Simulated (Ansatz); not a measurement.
Geometry relaxation, with input and output: C$_{16}$H (part 3 of 3)

Continued. System: C$_{16}$H (slab, 17 atoms in the cell). Method: DFT r2SCAN, scalar-relativistic, plane waves, PAW, no spin polarisation (Ansatz 0.2.0); cutoff 500 eV, 12×4×1 k-mesh, Gaussian smearing of 0.1 eV. The structure derives from a Materials Project entry. The input holds or restrains some coordinates. Forces given for the steps count only the free coordinates.

Geometry of the input (Å; fractional positions):
```
2.4558  0.0000  0.0000
0.0000  7.0404  0.0000
0.0000  0.0000  26.7982
C  0.0000  0.2500  0.3172
C  0.5000  0.7500  0.3436
C  0.5000  0.2500  0.3436
C  0.0000  0.7500  0.3701
C  0.5000  0.2500  0.3965
C  0.0000  0.7500  0.4230
C  0.0000  0.2500  0.4230
C  0.5000  0.7500  0.4495
C  0.0000  0.2500  0.4764
C  0.5000  0.7500  0.5029
C  0.5000  0.2500  0.5023
C  0.0000  0.7500  0.5288
C  0.5000  0.2500  0.5573
C  0.0000  0.7500  0.5838
C  0.0000  0.2500  0.5804
C  0.5000  0.7500  0.6068
H  0.5000  0.0833  0.5709
```

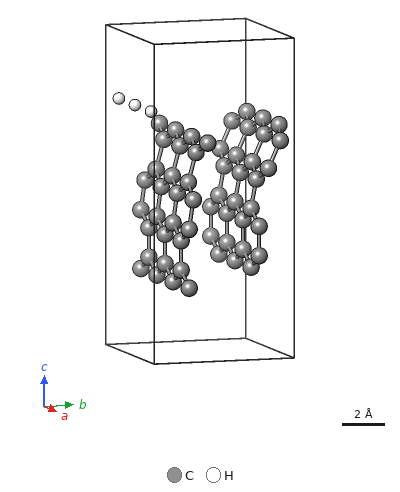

Figure 1. The geometry at step 19 of the log (ball-and-stick view of the 3 × 1 repeat of the cell, with the vacuum cut short, seen slightly off an axis).

## Trajectory as extended XYZ, continued
```
17
Lattice="2.4558 0.0000 0.0000 0.0000 7.0404 0.0000 0.0000 0.0000 26.7982" Properties=species:S:1:pos:R:3:forces:R:3 step=4 energy=-4027.53306
C     0.0000    1.7601    8.5000    0.0000  -0.0006   2.3107
C     1.2279    5.2803    9.2089    0.0000  -0.0001   1.9200
C     1.2279    1.7601    9.2089    0.0000   0.0180  -3.4655
C     0.0000    5.2803    9.9179    0.0000   0.0000  -3.0334
C     1.2279    1.7601   10.6268    0.0000   0.0276   1.4996
C     0.0000    5.2803   11.3357    0.0000  -0.0180   1.3358
C     0.0000    1.7601   11.3357    0.0000  -0.0726  -0.2639
C     1.2279    5.2803   12.0446    0.0000  -0.0444  -0.2592
C     0.0000    1.7390   12.7753    0.0000   0.0110  -0.0461
C     1.2279    5.2927   13.4751    0.0000  -0.0028   0.0192
C     1.2279    1.7282   13.4689    0.0000  -0.0196   0.2713
C     0.0000    5.3115   14.1689    0.0000  -0.0066  -0.0258
C     1.2279    1.7641   14.9759    0.0000  -0.1765  -0.5032
C     0.0000    5.4019   15.6390    0.0000   0.0297   0.1248
C     0.0000    1.9383   15.7369    0.0000   0.1462   0.3075
C     1.2279    5.4822   16.2507    0.0000   0.0306  -0.1137
H     1.2279    0.7406   15.6081    0.0000   0.0816  -0.0779
17
Lattice="2.4558 0.0000 0.0000 0.0000 7.0404 0.0000 0.0000 0.0000 26.7982" Properties=species:S:1:pos:R:3:forces:R:3 step=6 energy=-4027.56945
C     0.0000    1.7601    8.5000    0.0000   0.0070   2.3166
C     1.2279    5.2803    9.2089    0.0000   0.0020   1.9338
C     1.2279    1.7601    9.2089    0.0000   0.0019  -3.4561
C     0.0000    5.2803    9.9179    0.0000  -0.0263  -3.0437
C     1.2279    1.7601   10.6268    0.0000  -0.0168   1.4622
C     0.0000    5.2803   11.3357    0.0000  -0.1044   1.3298
C     0.0000    1.7601   11.3357    0.0000  -0.0008  -0.2782
C     1.2279    5.2803   12.0446    0.0000   0.0465  -0.2681
C     0.0000    1.7718   12.7728    0.0000   0.0029   0.0368
C     1.2279    5.3524   13.4728    0.0000   0.0012   0.0153
C     1.2279    1.7835   13.4697    0.0000   0.0033  -0.0120
C     0.0000    5.4230   14.1628    0.0000  -0.0001  -0.0054
C     1.2279    1.8907   14.9572    0.0000   0.1207   0.1015
C     0.0000    5.6750   15.6133    0.0000  -0.0065   0.0612
C     0.0000    2.1263   15.7203    0.0000   0.0585  -0.1398
C     1.2279    5.8465   16.2036    0.0000   0.0886  -0.0822
H     1.2279    0.9012   15.6334    0.0000  -0.1778   0.0285
17
Lattice="2.4558 0.0000 0.0000 0.0000 7.0404 0.0000 0.0000 0.0000 26.7982" Properties=species:S:1:pos:R:3:forces:R:3 step=9 energy=-4027.73991
C     0.0000    1.7601    8.5000    0.0000   0.0236   2.2342
C     1.2279    5.2803    9.2089    0.0000  -0.0180   1.9409
C     1.2279    1.7601    9.2089    0.0000  -0.0205  -3.3379
C     0.0000    5.2803    9.9179    0.0000  -0.0252  -3.0744
C     1.2279    1.7601   10.6268    0.0000  -0.0925   1.3966
C     0.0000    5.2803   11.3357    0.0000  -0.1934   1.3247
C     0.0000    1.7601   11.3357    0.0000   0.1244  -0.0927
C     1.2279    5.2803   12.0446    0.0000   0.0657  -0.3456
C     0.0000    1.8255   12.7734    0.0000  -0.0224  -0.0758
C     1.2279    5.4120   13.4663    0.0000  -0.0114  -0.0590
C     1.2279    1.8739   13.4719    0.0000   0.0565   0.0500
C     0.0000    5.5481   14.1472    0.0000  -0.0889   0.2048
C     1.2279    2.0505   14.9456    0.0000   0.8363  -0.0848
C     0.0000    6.0547   15.5252    0.0000  -0.5173  -0.7137
C     0.0000    2.3379   15.6750    0.0000  -0.0282  -0.4457
C     1.2279    6.4026   16.0527    0.0000   0.9728   0.3030
H     1.2279    1.0416   15.6681    0.0000  -1.0574   0.7729
17
Lattice="2.4558 0.0000 0.0000 0.0000 7.0404 0.0000 0.0000 0.0000 26.7982" Properties=species:S:1:pos:R:3:forces:R:3 step=11 energy=-4028.67613
C     0.0000    1.7601    8.5000    0.0000  -0.0081   2.0922
C     1.2279    5.2803    9.2089    0.0000  -0.0154   2.0470
C     1.2279    1.7601    9.2089    0.0000  -0.0252  -3.2059
C     0.0000    5.2803    9.9179    0.0000   0.0105  -3.1098
C     1.2279    1.7601   10.6268    0.0000  -0.0937   1.4245
C     0.0000    5.2803   11.3357    0.0000  -0.1620   1.1306
C     0.0000    1.7601   11.3357    0.0000   0.1178   0.1659
C     1.2279    5.2803   12.0446    0.0000  -0.1562  -0.3330
C     0.0000    1.8451   12.7770    0.0000  -0.0186  -0.0040
C     1.2279    5.3809   13.4608    0.0000  -0.1019  -0.2412
C     1.2279    1.9196   13.4812    0.0000   0.0192  -0.1628
C     0.0000    5.5334   14.1438    0.0000   0.0321   0.4529
C     1.2279    2.1765   14.9321    0.0000   2.3147  -0.2063
C     0.0000    6.2351   15.4091    0.0000  -0.3985  -0.7386
C     0.0000    2.5106   15.6038    0.0000   0.0131  -1.2034
C     1.2279    6.7451   15.8708    0.0000   2.2647  -0.1153
H     1.2279    1.0970   15.8028    0.0000  -3.7918   2.0098
17
Lattice="2.4558 0.0000 0.0000 0.0000 7.0404 0.0000 0.0000 0.0000 26.7982" Properties=species:S:1:pos:R:3:forces:R:3 step=14 energy=-4030.98783
C     0.0000    1.7601    8.5000    0.0000   0.0227   2.1070
C     1.2279    5.2803    9.2089    0.0000   0.0044   2.0900
C     1.2279    1.7601    9.2089    0.0000  -0.0597  -3.2157
C     0.0000    5.2803    9.9179    0.0000  -0.0242  -3.1527
C     1.2279    1.7601   10.6268    0.0000  -0.2009   1.3576
C     0.0000    5.2803   11.3357    0.0000  -0.2207   1.1209
C     0.0000    1.7601   11.3357    0.0000   0.1020  -0.1740
C     1.2279    5.2803   12.0446    0.0000  -0.2673  -0.5754
C     0.0000    1.8974   12.7636    0.0000   0.1087   0.0528
C     1.2279    5.4071   13.4530    0.0000   0.0551  -0.1629
C     1.2279    2.0416   13.4499    0.0000   0.3248  -0.3566
C     0.0000    5.5961   14.1264    0.0000  -0.2909  -0.8719
C     1.2279    2.5242   14.8325    0.0000   0.2614   0.1837
C     0.0000    6.3849   15.2902    0.0000   0.5214   0.6179
C     0.0000    2.7459   15.4483    0.0000   0.0821  -0.3224
C     1.2279    6.8984   15.7361    0.0000   1.2160   0.6038
H     1.2279    0.8716   16.2008    0.0000  -1.6358   0.6981
17
Lattice="2.4558 0.0000 0.0000 0.0000 7.0404 0.0000 0.0000 0.0000 26.7982" Properties=species:S:1:pos:R:3:forces:R:3 step=17 energy=-4031.58649
C     0.0000    1.7601    8.5000    0.0000   0.0301   2.1138
C     1.2279    5.2803    9.2089    0.0000   0.0000   2.0843
C     1.2279    1.7601    9.2089    0.0000  -0.1074  -3.2225
C     0.0000    5.2803    9.9179    0.0000  -0.0930  -3.1596
C     1.2279    1.7601   10.6268    0.0000  -0.3071   1.3301
C     0.0000    5.2803   11.3357    0.0000  -0.3746   1.1667
C     0.0000    1.7601   11.3357    0.0000   0.4473  -0.2839
C     1.2279    5.2803   12.0446    0.0000   0.2978  -0.4906
C     0.0000    1.9695   12.7540    0.0000   0.0815  -0.0382
C     1.2279    5.5219   13.4443    0.0000   0.0829  -0.0616
C     1.2279    2.1389   13.4260    0.0000   0.0001   0.1106
C     0.0000    5.7379   14.1055    0.0000   0.4085   0.4063
C     1.2279    2.5617   14.8392    0.0000  -0.0214  -0.2097
C     0.0000    6.4470   15.3647    0.0000  -0.0274  -0.0558
C     0.0000    2.7525   15.4373    0.0000   0.0672   0.1546
C     1.2279    6.8655   15.9089    0.0000   0.0939   0.1966
H     1.2279    0.5750   16.7078    0.0000  -0.5782  -0.0404
17
Lattice="2.4558 0.0000 0.0000 0.0000 7.0404 0.0000 0.0000 0.0000 26.7982" Properties=species:S:1:pos:R:3:forces:R:3 step=19 energy=-4031.72484
C     0.0000    1.7601    8.5000    0.0000   0.0264   2.1323
C     1.2279    5.2803    9.2089    0.0000  -0.0004   2.0900
C     1.2279    1.7601    9.2089    0.0000  -0.1079  -3.2496
C     0.0000    5.2803    9.9179    0.0000  -0.1087  -3.1679
C     1.2279    1.7601   10.6268    0.0000  -0.2952   1.3583
C     0.0000    5.2803   11.3357    0.0000  -0.3888   1.2131
C     0.0000    1.7601   11.3357    0.0000   0.4940  -0.2043
C     1.2279    5.2803   12.0446    0.0000   0.5396  -0.2762
C     0.0000    1.9669   12.7568    0.0000  -0.0003  -0.0421
C     1.2279    5.5434   13.4473    0.0000   0.0030  -0.0829
C     1.2279    2.1213   13.4336    0.0000   0.0025   0.0842
C     0.0000    5.7485   14.1163    0.0000   0.1591   0.1773
C     1.2279    2.5094   14.8572    0.0000   0.0165  -0.1137
C     0.0000    6.3452   15.4282    0.0000  -0.0232   0.0042
C     0.0000    2.6952   15.4600    0.0000  -0.0449   0.0543
C     1.2279    6.6872   16.0212    0.0000  -0.0561  -0.0292
H     1.2279    0.2478   16.9255    0.0000  -0.2154   0.0525
17
Lattice="2.4558 0.0000 0.0000 0.0000 7.0404 0.0000 0.0000 0.0000 26.7982" Properties=species:S:1:pos:R:3:forces:R:3 step=22 energy=-4031.83193
C     0.0000    1.7601    8.5000    0.0000   0.0213   2.1536
C     1.2279    5.2803    9.2089    0.0000   0.0011   2.0825
C     1.2279    1.7601    9.2089    0.0000  -0.0919  -3.2763
C     0.0000    5.2803    9.9179    0.0000  -0.1031  -3.1577
C     1.2279    1.7601   10.6268    0.0000  -0.2466   1.3661
C     0.0000    5.2803   11.3357    0.0000  -0.3384   1.2356
C     0.0000    1.7601   11.3357    0.0000   0.4299  -0.2267
C     1.2279    5.2803   12.0446    0.0000   0.5779  -0.2288
C     0.0000    1.9332   12.7599    0.0000  -0.0021   0.0251
C     1.2279    5.5139   13.4535    0.0000  -0.0111   0.0352
C     1.2279    2.0592   13.4442    0.0000  -0.0156  -0.0303
C     0.0000    5.6824   14.1365    0.0000  -0.0049   0.0254
C     1.2279    2.3707   14.8826    0.0000  -0.0013   0.0440
C     0.0000    6.1163   15.5091    0.0000  -0.0447   0.0035
C     0.0000    2.5148   15.4996    0.0000  -0.0405  -0.0369
C     1.2279    6.3534   16.1487    0.0000  -0.0171   0.0900
H     1.2279   -0.2838   17.1587    0.0000  -0.1126  -0.1041
17
Lattice="2.4558 0.0000 0.0000 0.0000 7.0404 0.0000 0.0000 0.0000 26.7982" Properties=species:S:1:pos:R:3:forces:R:3 step=24 energy=-4031.88479
C     0.0000    1.7601    8.5000    0.0000   0.0160   2.1602
C     1.2279    5.2803    9.2089    0.0000   0.0023   2.0723
C     1.2279    1.7601    9.2089    0.0000  -0.0682  -3.2876
C     0.0000    5.2803    9.9179    0.0000  -0.0782  -3.1453
C     1.2279    1.7601   10.6268    0.0000  -0.1833   1.3784
C     0.0000    5.2803   11.3357    0.0000  -0.2517   1.2523
C     0.0000    1.7601   11.3357    0.0000   0.3206  -0.2347
C     1.2279    5.2803   12.0446    0.0000   0.4265  -0.2164
C     0.0000    1.8892   12.7641    0.0000  -0.0029   0.0054
C     1.2279    5.4544   13.4618    0.0000  -0.0139   0.0210
C     1.2279    1.9831   13.4530    0.0000  -0.0027  -0.0044
C     0.0000    5.5809   14.1536    0.0000   0.0046   0.0322
C     1.2279    2.2166   14.9069    0.0000  -0.0015  -0.0077
C     0.0000    5.9073   15.5554    0.0000  -0.0457   0.0053
C     0.0000    2.3248   15.5298    0.0000  -0.0301  -0.0130
C     1.2279    6.0841   16.2136    0.0000  -0.0338   0.0601
H     1.2279   -0.6594   17.2584    0.0000  -0.0581  -0.0781
17
Lattice="2.4558 0.0000 0.0000 0.0000 7.0404 0.0000 0.0000 0.0000 26.7982" Properties=species:S:1:pos:R:3:forces:R:3 step=27 energy=-4031.93441
C     0.0000    1.7601    8.5000    0.0000   0.0079   2.1678
C     1.2279    5.2803    9.2089    0.0000   0.0009   2.0614
C     1.2279    1.7601    9.2089    0.0000  -0.0350  -3.2991
C     0.0000    5.2803    9.9179    0.0000  -0.0381  -3.1317
C     1.2279    1.7601   10.6268    0.0000  -0.0942   1.3861
C     0.0000    5.2803   11.3357    0.0000  -0.1193   1.2721
C     0.0000    1.7601   11.3357    0.0000   0.1704  -0.2626
C     1.2279    5.2803   12.0446    0.0000   0.2179  -0.1802
C     0.0000    1.8263   12.7674    0.0000  -0.0008   0.0087
C     1.2279    5.3635   13.4704    0.0000  -0.0044   0.0274
C     1.2279    1.8738   13.4606    0.0000  -0.0123   0.0193
C     0.0000    5.4231   14.1718    0.0000  -0.0570   0.0669
C     1.2279    1.9875   14.9290    0.0000  -0.0039  -0.0277
C     0.0000    5.5684   15.6052    0.0000   0.0390  -0.0301
C     0.0000    2.0394   15.5593    0.0000  -0.0152  -0.0186
C     1.2279    5.6535   16.2817    0.0000  -0.0104  -0.0776
H     1.2279   -1.2360   17.3541    0.0000  -0.0454   0.0181
17
Lattice="2.4558 0.0000 0.0000 0.0000 7.0404 0.0000 0.0000 0.0000 26.7982" Properties=species:S:1:pos:R:3:forces:R:3 step=29 energy=-4031.94794
C     0.0000    1.7601    8.5000    0.0000   0.0016   2.1715
C     1.2279    5.2803    9.2089    0.0000   0.0007   2.0579
C     1.2279    1.7601    9.2089    0.0000  -0.0064  -3.3043
C     0.0000    5.2803    9.9179    0.0000  -0.0101  -3.1269
C     1.2279    1.7601   10.6268    0.0000  -0.0177   1.3883
C     0.0000    5.2803   11.3357    0.0000  -0.0311   1.2793
C     0.0000    1.7601   11.3357    0.0000   0.0236  -0.2747
C     1.2279    5.2803   12.0446    0.0000   0.0589  -0.1540
C     0.0000    1.7726   12.7684    0.0000   0.0037   0.0070
C     1.2279    5.3021   13.4731    0.0000  -0.0044   0.0232
C     1.2279    1.7829   13.4631    0.0000   0.0102   0.0078
C     0.0000    5.3174   14.1774    0.0000  -0.0165   0.0443
C     1.2279    1.8125   14.9347    0.0000   0.0055   0.0013
C     0.0000    5.3537   15.6175    0.0000   0.0088  -0.0058
C     0.0000    1.8277   15.5677    0.0000  -0.0119  -0.0314
C     1.2279    5.3747   16.2993    0.0000  -0.0029  -0.0133
H     1.2279   -1.6291   17.3840    0.0000  -0.0122  -0.0699
17
Lattice="2.4558 0.0000 0.0000 0.0000 7.0404 0.0000 0.0000 0.0000 26.7982" Properties=species:S:1:pos:R:3:forces:R:3 step=32 energy=-4031.94914
C     0.0000    1.7601    8.5000    0.0000  -0.0003   2.1708
C     1.2279    5.2803    9.2089    0.0000   0.0001   2.0578
C     1.2279    1.7601    9.2089    0.0000   0.0014  -3.3025
C     0.0000    5.2803    9.9179    0.0000   0.0000  -3.1270
C     1.2279    1.7601   10.6268    0.0000   0.0040   1.3845
C     0.0000    5.2803   11.3357    0.0000   0.0003   1.2767
C     0.0000    1.7601   11.3357    0.0000  -0.0086  -0.2858
C     1.2279    5.2803   12.0446    0.0000   0.0011  -0.1675
C     0.0000    1.7574   12.7681    0.0000  -0.0014   0.0013
C     1.2279    5.2802   13.4729    0.0000  -0.0014  -0.0010
C     1.2279    1.7556   13.4625    0.0000   0.0073   0.0041
C     0.0000    5.2799   14.1768    0.0000   0.0005   0.0023
C     1.2279    1.7529   14.9338    0.0000   0.0007   0.0073
C     0.0000    5.2780   15.6153    0.0000  -0.0048   0.0099
C     0.0000    1.7520   15.5665    0.0000  -0.0006  -0.0150
C     1.2279    5.2762   16.2962    0.0000  -0.0015  -0.0080
H     1.2279   -1.7679   17.3797    0.0000   0.0033  -0.0077
```

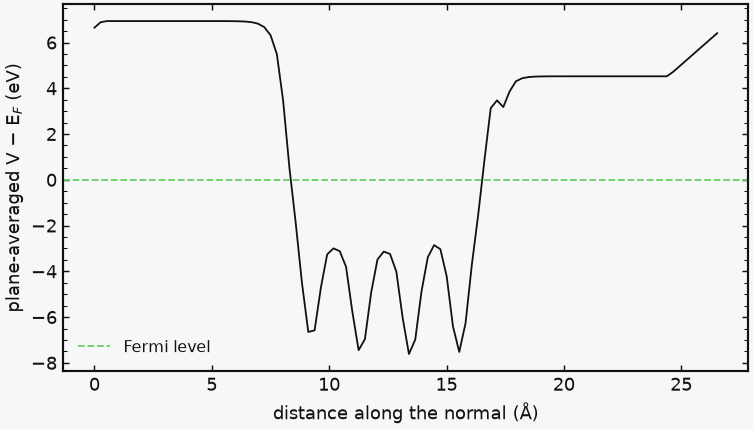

Figure 2. Plane average of the electrostatic potential energy of an electron across the cell, from the Fermi level. The vacuum level lies 4.52 eV above the Fermi level on the upper side and 6.94 eV on the lower.

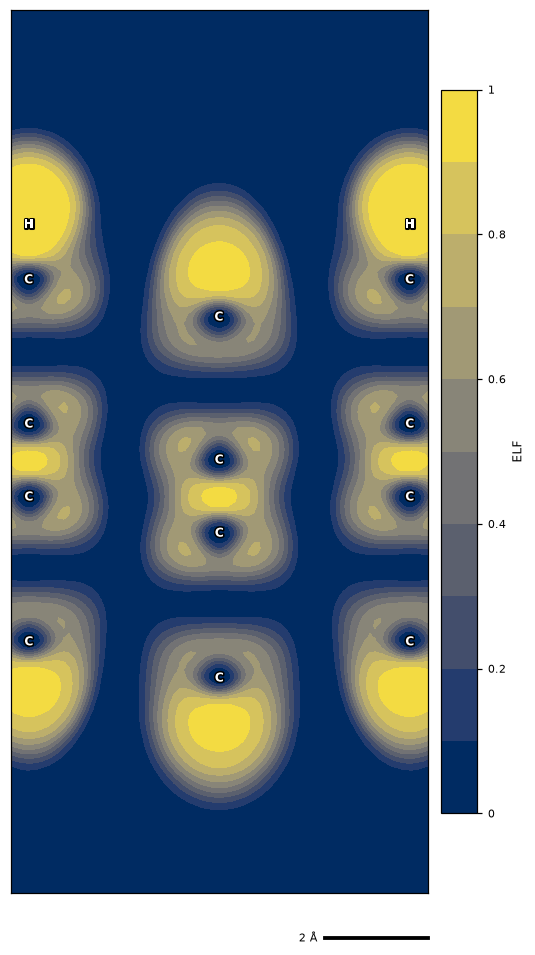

Figure 3. ELF on the (11̄0) plane of the calculation cell, a cut from vacuum to vacuum. Atoms in the plane: C and H. The fields are those of the smooth PAW valence density.

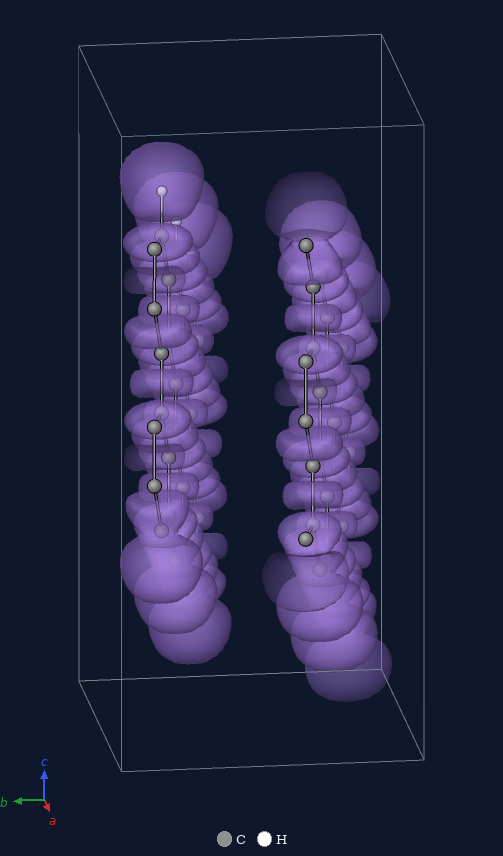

Figure 4. Isosurface of the electron localisation function at 0.75 (purple), seen at an oblique angle. Core shells and regions of very low density are left out. Sticks mark near contacts. Values along the shortest contacts: C–C (1.38 Å): the ELF peaks at about 0.95 between the atoms, which marks a shared electron pair.
